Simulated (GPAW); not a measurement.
# Dielectric function and optical constants of Cu3N

Aim: the dielectric function of Cu3N, and the optical constants that follow from it. The cell comes from an older database entry, whose edges can differ from later determinations, mostly by under a per cent.

Program: GPAW 26.7.0. Level of theory: DFT, PBE, plane-wave PAW (GPAW data sets), scalar-relativistic, RPA, optical limit. Results are calculated unless marked as measured.

The database entry behind the starting cell differs from later determinations by our own check (0.1 to 0.3 % short, probably kX units), so it need not match the best structure at ambient conditions.

### 1. The structure

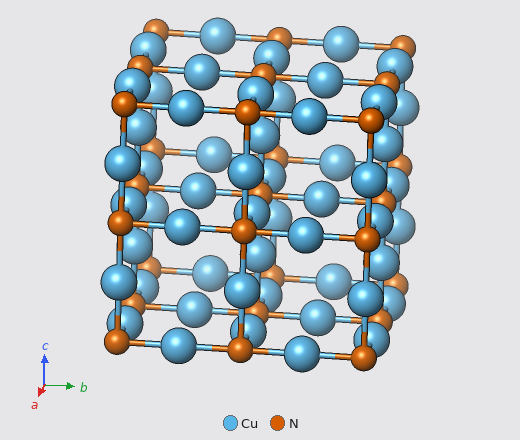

The cell as given, slightly off an axis (copper blue, nitrogen orange). 2×2×2 cells are drawn. Some periodic images of atoms are drawn too.

### 2. Ground state

First the ground state: is it a metal or has it a gap?

This step: DFT, PBE, plane-wave PAW (GPAW data sets), scalar-relativistic, ground state (GPAW 26.7.0).

Input file gs.py:

```python
from ase import Atoms
from ase.dft.bandgap import bandgap
from gpaw import GPAW, PW, FermiDirac

atoms = Atoms(['Cu', 'Cu', 'Cu', 'N'],
              cell=[[3.807000000000, 0.000000000000, 0.000000000000],
                    [0.000000000000, 3.807000000000, 0.000000000000],
                    [0.000000000000, 0.000000000000, 3.807000000000]],
              scaled_positions=[[0.000000000000, 0.000000000000, 0.500000000000],
                                [0.000000000000, 0.500000000000, 0.000000000000],
                                [0.500000000000, 0.000000000000, 0.000000000000],
                                [0.000000000000, 0.000000000000, 0.000000000000]],
              pbc=[True, True, True])
atoms.calc = GPAW(mode=PW(500), xc='PBE', kpts={'size': (6, 6, 6), 'gamma': True},
                  occupations=FermiDirac(0.05), maxiter=150, txt='gs.txt')
print('energy (eV)', atoms.get_potential_energy())
print('Fermi level (eV)', atoms.calc.get_fermi_level())
print('valence electrons', atoms.calc.get_number_of_electrons())
print('gap (eV)', bandgap(atoms.calc, output=None)[0])
print('direct gap (eV)', bandgap(atoms.calc, direct=True, output=None)[0])
atoms.calc.write('gs.gpw')
```

Run with:

```sh
$ OMP_NUM_THREADS=1 python gs.py
```

Numbers of over 12 decimals in the logs are rounded to 6 here.

The log of the run:

```text
__  _  _
 | _ |_)|_||  |
 |__||  | ||/\| - 26.7.0

Versions:
  Python: 3.12.14
  ASE:    3.29.0
  Numpy:  2.5.5
  Scipy:  1.18.1
  Libxc:  7.0.0

Input parameters:
  mode=PW(ecut=500.0),
  kpts=MonkhorstPack(size=(6, 6, 6), gamma=True),
  maxiter=150,
  occupations=Occupations(name='fermi-dirac', width=0.05, fixmagmom=False),
  xc=XC(name='PBE')

Diagonalizing LCAO Hamiltonian
Converting LCAO to pw mode
   .--------.
  /|        |
 * |        |
 | |        |
 | |        |
 Cu.--------.
 |Cu       /
 N---Cu---*

Atoms  # Å, Bohr magnetons
|   | symbol |        x |        y |        z |    initial magnetic moments |
| 0 |     Cu | 0.000000 | 0.000000 | 1.903500 | ( 0.0000,  0.0000,  0.0000) |
| 1 |     Cu | 0.000000 | 1.903500 | 0.000000 | ( 0.0000,  0.0000,  0.0000) |
| 2 |     Cu | 1.903500 | 0.000000 | 0.000000 | ( 0.0000,  0.0000,  0.0000) |
| 3 |      N | 0.000000 | 0.000000 | 0.000000 | ( 0.0000,  0.0000,  0.0000) |

Unit cell  # Å
| periodic |        x |        y |        z |  lengths |    angles |
|      yes | 3.807000 | 0.000000 | 0.000000 | 3.807000 | 90.000000 |
|      yes | 0.000000 | 3.807000 | 0.000000 | 3.807000 | 90.000000 |
|      yes | 0.000000 | 0.000000 | 3.807000 | 3.807000 | 90.000000 |

Number of symmetries: 48
Symmetry operations  # r_c * U_cc + t_c -> r_c
|    | kind |            matrix            |
|  0 |  E   |  1, 0, 0,  0, 1, 0,  0, 0, 1 |
|  1 |  σ   |  1, 0, 0,  0, 1, 0,  0, 0,-1 |
|  2 |  σ   |  1, 0, 0,  0, 0, 1,  0, 1, 0 |
|  3 |  C4  |  1, 0, 0,  0, 0, 1,  0,-1, 0 |
|  4 |  C4  |  1, 0, 0,  0, 0,-1,  0, 1, 0 |
|  5 |  σ   |  1, 0, 0,  0, 0,-1,  0,-1, 0 |
|  6 |  σ   |  1, 0, 0,  0,-1, 0,  0, 0, 1 |
|  7 |  C2  |  1, 0, 0,  0,-1, 0,  0, 0,-1 |
|  8 |  σ   |  0, 1, 0,  1, 0, 0,  0, 0, 1 |
|  9 |  C2  |  0, 1, 0,  1, 0, 0,  0, 0,-1 |
| 10 |  C3  |  0, 1, 0,  0, 0, 1,  1, 0, 0 |
| 11 |  S6  |  0, 1, 0,  0, 0, 1, -1, 0, 0 |
| 12 |  S6  |  0, 1, 0,  0, 0,-1,  1, 0, 0 |
| 13 |  C3  |  0, 1, 0,  0, 0,-1, -1, 0, 0 |
| 14 |  C4  |  0, 1, 0, -1, 0, 0,  0, 0, 1 |
| 15 |  S4  |  0, 1, 0, -1, 0, 0,  0, 0,-1 |
| 16 |  C3  |  0, 0, 1,  1, 0, 0,  0, 1, 0 |
| 17 |  S6  |  0, 0, 1,  1, 0, 0,  0,-1, 0 |
| 18 |  σ   |  0, 0, 1,  0, 1, 0,  1, 0, 0 |
| 19 |  C4  |  0, 0, 1,  0, 1, 0, -1, 0, 0 |
| 20 |  C2  |  0, 0, 1,  0,-1, 0,  1, 0, 0 |
| 21 |  S4  |  0, 0, 1,  0,-1, 0, -1, 0, 0 |
| 22 |  S6  |  0, 0, 1, -1, 0, 0,  0, 1, 0 |
| 23 |  C3  |  0, 0, 1, -1, 0, 0,  0,-1, 0 |
| 24 |  S6  |  0, 0,-1,  1, 0, 0,  0, 1, 0 |
| 25 |  C3  |  0, 0,-1,  1, 0, 0,  0,-1, 0 |
| 26 |  C4  |  0, 0,-1,  0, 1, 0,  1, 0, 0 |
| 27 |  σ   |  0, 0,-1,  0, 1, 0, -1, 0, 0 |
| 28 |  S4  |  0, 0,-1,  0,-1, 0,  1, 0, 0 |
| 29 |  C2  |  0, 0,-1,  0,-1, 0, -1, 0, 0 |
| 30 |  C3  |  0, 0,-1, -1, 0, 0,  0, 1, 0 |
| 31 |  S6  |  0, 0,-1, -1, 0, 0,  0,-1, 0 |
| 32 |  C4  |  0,-1, 0,  1, 0, 0,  0, 0, 1 |
| 33 |  S4  |  0,-1, 0,  1, 0, 0,  0, 0,-1 |
| 34 |  S6  |  0,-1, 0,  0, 0, 1,  1, 0, 0 |
| 35 |  C3  |  0,-1, 0,  0, 0, 1, -1, 0, 0 |
| 36 |  C3  |  0,-1, 0,  0, 0,-1,  1, 0, 0 |
| 37 |  S6  |  0,-1, 0,  0, 0,-1, -1, 0, 0 |
| 38 |  σ   |  0,-1, 0, -1, 0, 0,  0, 0, 1 |
| 39 |  C2  |  0,-1, 0, -1, 0, 0,  0, 0,-1 |
| 40 |  σ   | -1, 0, 0,  0, 1, 0,  0, 0, 1 |
| 41 |  C2  | -1, 0, 0,  0, 1, 0,  0, 0,-1 |
| 42 |  C2  | -1, 0, 0,  0, 0, 1,  0, 1, 0 |
| 43 |  S4  | -1, 0, 0,  0, 0, 1,  0,-1, 0 |
| 44 |  S4  | -1, 0, 0,  0, 0,-1,  0, 1, 0 |
| 45 |  C2  | -1, 0, 0,  0, 0,-1,  0,-1, 0 |
| 46 |  C2  | -1, 0, 0,  0,-1, 0,  0, 0, 1 |
| 47 |  i   | -1, 0, 0,  0,-1, 0,  0, 0,-1 |

BZ-sampling:
  Number of BZ points: 216
  Number of IBZ points: 20

  Monkhorst-Pack size: [6, 6, 6]
  Monkhorst-Pack shift: [0.083333, 0.083333, 0.083333]

K-points  # in reciprocal-cell coordinates
|     |                                coordinates |     weight |
|   0 | (  0.00000000,   0.00000000,   0.00000000) | 0.00462963 |
|   1 | (  0.16666667,   0.00000000,   0.00000000) | 0.02777778 |
|   2 | (  0.16666667,   0.16666667,   0.00000000) | 0.05555556 |
|   3 | (  0.16666667,   0.16666667,   0.16666667) | 0.03703704 |
|   4 | (  0.33333333,   0.00000000,   0.00000000) | 0.02777778 |
|   5 | (  0.33333333,   0.16666667,   0.00000000) | 0.11111111 |
|   6 | (  0.33333333,   0.16666667,   0.16666667) | 0.11111111 |
|   7 | (  0.33333333,   0.33333333,   0.00000000) | 0.05555556 |
|   8 | (  0.33333333,   0.33333333,   0.16666667) | 0.11111111 |
|   9 | (  0.33333333,   0.33333333,   0.33333333) | 0.03703704 |
| ... |                                            |            |
|  19 | (  0.50000000,   0.50000000,   0.50000000) | 0.00462963 |

Plane wave coefficients: 1418
Cutoff: 500.0 eV

Spin-components: 1 (collinear spins)
Bands:           27
Projectors:      23
Spin-degeneracy: 2
Datatype:        complex128

Parallelization:
  kpt:    1
  domain: 1
  band:   1

Density:
  Valence electrons: 38.0
  Components: 1
  Grid points: [20 20 20]
  Charge: 0.0  # |e|

Potential:
  Grid points: [20 20 20]

species:
  Cu:
    name:    Copper
    id:
    Z:       29.0
    valence: 11
    core:    18
    charge:  0.0  # [|e|]
    compensation charges:
      type: gauss
      rc: 0.33  # [Å]
      lmax: 2
    cutoffs:
      filter: 2.06  # [Å]
      core: 2.43  # [Å]
    projectors
    | kind |    occ | energy [eV] | rcut [Å] |
    |   4s |  1.000 |      -4.609 |    1.164 |
    |   4p |  0.000 |      -0.698 |    1.164 |
    |   3d | 10.000 |      -5.039 |    1.058 |
    |    s |        |      22.603 |    1.164 |
    |    p |        |      26.513 |    1.164 |
    |    d |        |      22.172 |    1.058 |

    Using partial waves for Cu as LCAO basis

  N:
    name:    Nitrogen
    id:
    Z:       7.0
    valence: 5
    core:    2
    charge:  0.0  # [|e|]
    compensation charges:
      type: gauss
      rc: 0.18  # [Å]
      lmax: 2
    cutoffs:
      filter: 1.11  # [Å]
      core: 0.96  # [Å]
    projectors
    | kind |    occ | energy [eV] | rcut [Å] |
    |   2s |  2.000 |     -18.583 |    0.603 |
    |   2p |  3.000 |      -7.089 |    0.529 |
    |    s |        |       8.629 |    0.603 |
    |    p |        |      20.123 |    0.529 |
    |    d |        |       0.000 |    0.577 |

    Using partial waves for N as LCAO basis

Reference energy: -136546.077028  # eV

eigensolver:
  PPCG
  Converge bands: occupied
  niter=2

density mixing:
  MSR1-Mixer
  Pratt-step length: 0.05
  Maximum mixing coefficient: 0.75
  Old densities: 10
  SVD Regularization: 0.005
  Good broyden scale: 1.0
  Trust region scale: 1.0
  Backstep threshold: 4.0
  History deletion threshold: 6.0
  Fourier metric: weight=20.0, sigma=0.015

occupation numbers:
  Fermi-Dirac:
    width: 0.0500  # eV

poisson solver:
  ecut: 4000.0  # eV

xc functional:
  name: PBE with 2 nearest neighbor stencil

convergence criteria:
- Maximum [total energy] change in last 3 cyles: 0.0005 eV / valence electron
- Maximum integral of absolute [dens]ity change: 0.0001 electrons / valence electron
- Maximum integral of absolute [eigenst]ate change: 4e-08 eV^2 / valence electron
maximum number of iterations: 150

SCF iterations
|iter     |      energy | eigst |  dens |
|iter:   1||  -21.893139 | +0.18 |       |
|iter:   2||  -20.079183 | -1.63 | -0.91 |
|iter:   3||  -17.616266 | -0.98 | -1.04 |
|iter:   4||  -17.550812 | -2.54 | -1.70 |
|iter:   5||  -17.517512 | -3.12 | -1.87 |
|iter:   6||  -17.514572 | -4.26 | -2.46 |
|iter:   7||  -17.514581c| -5.67 | -3.24 |
|iter:   8||  -17.514607c| -5.75 | -3.45 |
|iter:   9||  -17.514606c| -7.63c| -4.32c|

Converged in 9 steps
SCF loop duration: 8.166 s (0.907 s/step)
Energy contributions relative to reference atoms: (reference = -136546.077028)

Energy contributions:
  Kinetic:         -19.183209
  Coulomb:          12.734860
  Zero:              0.143277
  External:          0.000000
  Xc:              -11.208595
  Entropy:          -0.001879
  Spinorbit:         0.000000
  ----------------------------
  Free energy:     -17.515545
  Extrapolated:    -17.514606

dipole moment: (-25.956322, -25.956322, -25.956322)  # |e|*Ang

Fermi level: 5.644
Eigenvalues  # (at kpt = [0.000, 0.000, 0.000])
| band index |      eig [eV] | occ [0-2] |
|          0 |       -11.416 |     2.000 |
|        ... |               |           |
|         11 |         2.996 |     2.000 |
|         12 |         3.185 |     2.000 |
|         13 |         3.185 |     2.000 |
|         14 |         3.185 |     2.000 |
|         15 |         3.715 |     2.000 |
|         16 |         3.715 |     2.000 |
|         17 |         3.715 |     2.000 |
|         18 |         3.760 |     2.000 |
|         19 |         6.537 |     0.000 |
|         20 |        10.857 |     0.000 |
|         21 |        10.857 |     0.000 |
|         22 |        12.182 |     0.000 |
|         23 |        12.182 |     0.000 |
|         24 |        12.182 |     0.000 |
|         25 |        17.826 |     0.000 |
|         26 |        17.826 |     0.000 |

Gap: 0.166 eV
Transition (v -> c):
  (s=0, k=19, n=18, [0.50, 0.50, 0.50]) -> (s=0, k=16, n=19, [0.50, 0.50, 0.00])
Direct/indirect transitions are different
Direct gap: 0.715 eV
Transition at: (s=0, k=18, n=18, [0.50, 0.50, 0.33])

--- standard output ---
energy (eV) -17.514606
Fermi level (eV) 5.644497
valence electrons 38.0
gap (eV) 0.166211
direct gap (eV) 0.714874
```

Elapsed: 9.8 s, on 1 thread of Arm Neoverse V2, shared host; peak memory 0.15 GiB.

Numbers from this step:

```
energy                 : -17.51 eV
Fermi energy           : 5.644 eV
gap on the k-mesh      : 0.1662 eV
direct gap on the mesh : 0.7149 eV
electrons              : 38
```

There is a gap, 0.17 eV on this mesh (points off the mesh can give less), so no carriers' term is needed.

### 3. Bands for the response

The response needs many more empty bands than the density does.

This step: DFT, PBE, plane-wave PAW (GPAW data sets), scalar-relativistic, bands at fixed density (GPAW 26.7.0).

Input file nscf.py:

```python
from ase.dft.bandgap import bandgap
from gpaw import GPAW, FermiDirac

calc = GPAW('gs.gpw').fixed_density(kpts={'size': (8, 8, 8), 'gamma': True}, nbands=53, convergence={'bands': 47},
                                    occupations=FermiDirac(0.001), txt='nscf.txt')
print('gap (eV)', bandgap(calc, output=None)[0])
print('direct gap (eV)', bandgap(calc, direct=True, output=None)[0])
print('top band over the Fermi level (eV)', min(calc.get_eigenvalues(kpt=k)[46] for k in range(len(calc.get_ibz_k_points()))) - calc.get_fermi_level())
calc.write('full.gpw', mode='all')
```

Run with:

```sh
$ OMP_NUM_THREADS=1 python nscf.py
```

The log of the run:

```text
Diagonalizing LCAO Hamiltonian
Converting LCAO to pw mode
convergence criteria:
- Maximum integral of absolute [eigenst]ate change: 4e-08 eV^2 / valence electron
maximum number of iterations: 150

SCF iterations
|iter     |      energy | eigst |  dens |
|iter:   1||             | +3.10 |       |
|iter:   2||             | +1.78 |       |
|iter:   3||             | +0.64 |       |
|iter:   4||             | -0.62 |       |
|iter:   5||             | -1.57 |       |
|iter:   6||             | -2.60 |       |
|iter:   7||             | -3.44 |       |
|iter:   8||             | -4.43 |       |
|iter:   9||             | -5.22 |       |
|iter:  10||             | -6.08 |       |
|iter:  11||             | -6.77 |       |
|iter:  12||             | -7.35 |       |
|iter:  13||             | -7.91c|       |
SCF steps: 13
  __  _  _
 | _ |_)|_||  |
 |__||  | ||/\| - 26.7.0

Versions:
  Python: 3.12.14
  ASE:    3.29.0
  Numpy:  2.5.5
  Scipy:  1.18.1
  Libxc:  7.0.0

Input parameters:
  mode=PW(ecut=500.0),
  convergence={'bands': 47},
  gpts=array([20, 20, 20]),
  kpts=MonkhorstPack(size=(8, 8, 8), gamma=True),
  maxiter=150,
  nbands=53,
  occupations=Occupations(name='fermi-dirac', width=0.001, fixmagmom=False),
  parallel={},
  xc=XC(name='PBE')

--- standard output ---
gap (eV) 0.166211
direct gap (eV) 0.706790
top band over the Fermi level (eV) 26.920366
```

Elapsed: 35 s, on 1 thread; peak memory 0.2 GiB.

This step gave:

| Quantity | Value |
| --- | --- |
| direct gap on the mesh | 0.7068 eV |

### 4. Dielectric function, RPA

Transitions between filled and empty bands, summed over the zone, give the optical response, so mesh, band count and broadening shape it.

The induced potential is part of this response.

This step: DFT, PBE, plane-wave PAW (GPAW data sets), scalar-relativistic, RPA, optical limit (GPAW 26.7.0).

Input file df.py:

```python
from gpaw.response.df import DielectricFunction

df = DielectricFunction('full.gpw', frequencies={'type': 'nonlinear', 'domega0': 0.03, 'omega2': 8},
                        ecut=60,
                        eta=0.2,
                        nbands=47,
                        txt='df.txt')
for direction in ['x']:
    df.get_dielectric_function(xc='RPA', direction=direction, filename=f'df_{direction}.csv')
```

Run with:

```sh
$ OMP_NUM_THREADS=1 python df.py
```

The log of the run:

```text
Using integrator: PointIntegrator
NonLinearFrequencyDescriptor(from 0.000 to 51.823 eV, 470 points)
Nonperiodic BCs:  [False False False]
Using integrator: PointIntegrator
NonLinearFrequencyDescriptor(from 0.000 to 51.823 eV, 470 points)
Nonperiodic BCs:  [False False False]

Calculating chi0 body with:
    Ground state adapter containing:
    Number of spins: 1
    Number of kpoints: 512
    Number of irreducible kpoints: 35
    Number of completely occupied states: 19
    Number of partially occupied states: 19

    Linear response parametrization:
    q_c: [0.0, 0.0, 0.0]
    Number of frequency points: 470
    Planewave cutoff: 60.0
    Number of bands: 47
    Number of planewaves: 57
    Broadening (eta): 0.2

Integrating chi0 body.

Symmetries of q_c:
    Direct symmetries (Uq -> q): 48
    Indirect symmetries (TUq -> q): 0
In total 48 allowed symmetries.

35 groups of equivalent kpoints. 93.1640625% reduction.

Integral kind: spectral function

Calculating chi0 optical extensions with:
    Ground state adapter containing:
    Number of spins: 1
    Number of kpoints: 512
    Number of irreducible kpoints: 35
    Number of completely occupied states: 19
    Number of partially occupied states: 19

    Linear response parametrization:
    Number of frequency points: 470
    Planewave cutoff: 60.0
    Number of bands: 47
    Number of planewaves: 57
    Broadening (eta): 0.2
Integrating chi0 head and wings.

Symmetries of q_c:
    Direct symmetries (Uq -> q): 48
    Indirect symmetries (TUq -> q): 0
In total 48 allowed symmetries.

35 groups of equivalent kpoints. 93.1640625% reduction.

Integral kind: spectral function wings
```

Run time: 6.9 s. Hardware: 1 thread; peak memory 0.29 GiB.

This step gave:

| Property | Result |
| --- | --- |
| electronic dielectric constant ε∞, mean over x, y and z (by symmetry where fewer were run) | 16.47 |
| centre of weight of the strongest loss peak in the window | 15.71 eV |

(Part 1 of 2 ends here.)

[Machine, clock and banner lines and Python warnings are left out of the logs.]

[Logs are printed without paths, hosts, clocks, repeated set-up lines and the standing remarks that a program may print on its own settings, such as how far it seeks lower states.]

[Hosts, paths, dates, database ids (printed as entryN), source tags and the programs' standing remarks are cut or masked in the printed files.]
